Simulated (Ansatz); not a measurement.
Consider this structure.

```xyz
24
Lattice="4.6865 0.0000 0.0000 0.0000 8.0588 0.0000 0.0000 0.0000 8.5176" Properties=species:S:1:pos:R:3 pbc="T T T"
Si    0.6695    0.5071    1.3571
Si    0.6695    3.5223    5.6159
Si    3.0128    4.5364    7.1605
Si    1.6737    3.5223    1.3571
Si    4.0170    4.5364    2.9017
Si    4.0170    7.5517    7.1605
Si    3.0128    7.5517    2.9017
Si    1.6737    0.5071    5.6159
O     2.7656    0.4472    6.8050
O     2.7656    3.5822    2.5462
O     1.9209    4.4766    5.9715
O     1.1716    2.0147    5.4474
O     0.4224    4.4766    1.7127
O     1.9209    7.6115    1.7127
O     4.2642    0.4472    2.5462
O     0.0000    4.0294    4.2588
O     3.5149    6.0441    3.0702
O     3.5149    6.0441    7.3291
O     4.2642    3.5822    6.8050
O     2.3433    4.0294    0.0000
O     1.1716    2.0147    1.1886
O     0.4224    7.6115    5.9715
O     0.0000    0.0000    0.0000
O     2.3433    0.0000    4.2588
```

Q: What does this file describe?

A: Its composition is SiO$_{2}$. It belongs to space group Pccn (No. 56) and has a primitive orthorhombic lattice. The cell has 24 atoms, namely 8 Si, 16 O. The polyhedra are SiO4 tetrahedra; they share corners. About every Si there are four O in a tetrahedral arrangement at 1.60 to 1.62 Å. The O atoms are each bonded to two Si at 1.60 to 1.62 Å. The bonds build a three-dimensional framework.

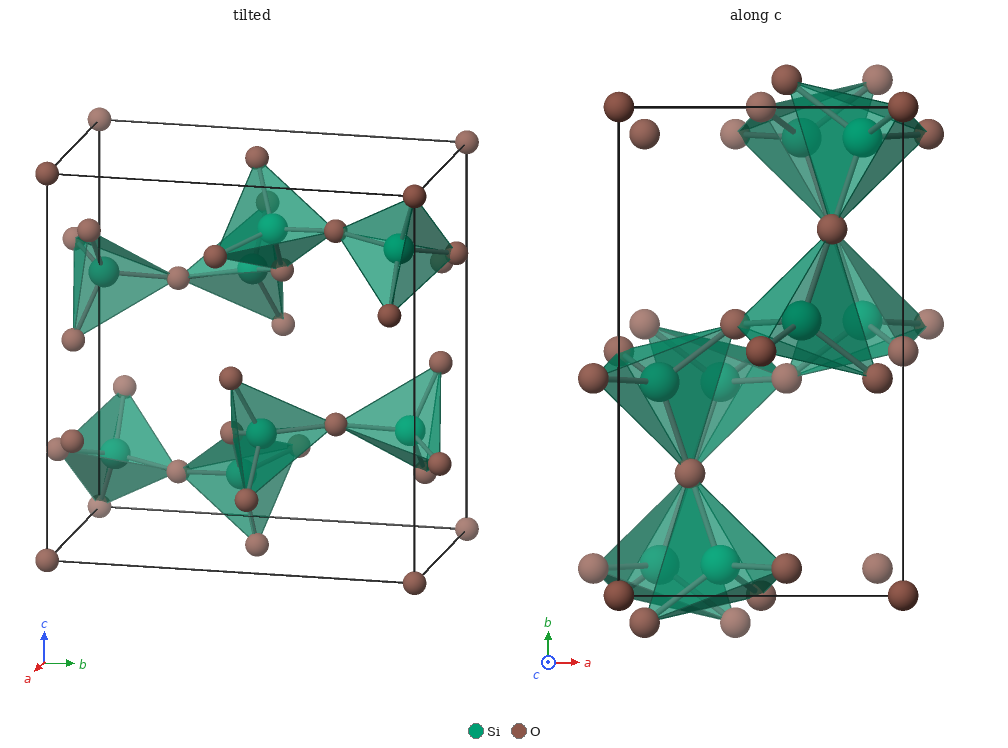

An orthographic polyhedral view of the structure, slightly off an axis and along the c axis. The conventional unit cell is outlined; an atom on or near a face, edge or corner is repeated at each equivalent position. Some atoms of the next cells are drawn as well.

It goes back to a structure listed in the Materials Project. Earlier steps of the study, as a rule a relaxation of our own, may have changed the cell and positions, so they can lie some per cent off the listed ones. A calculation with Ansatz used it as input.
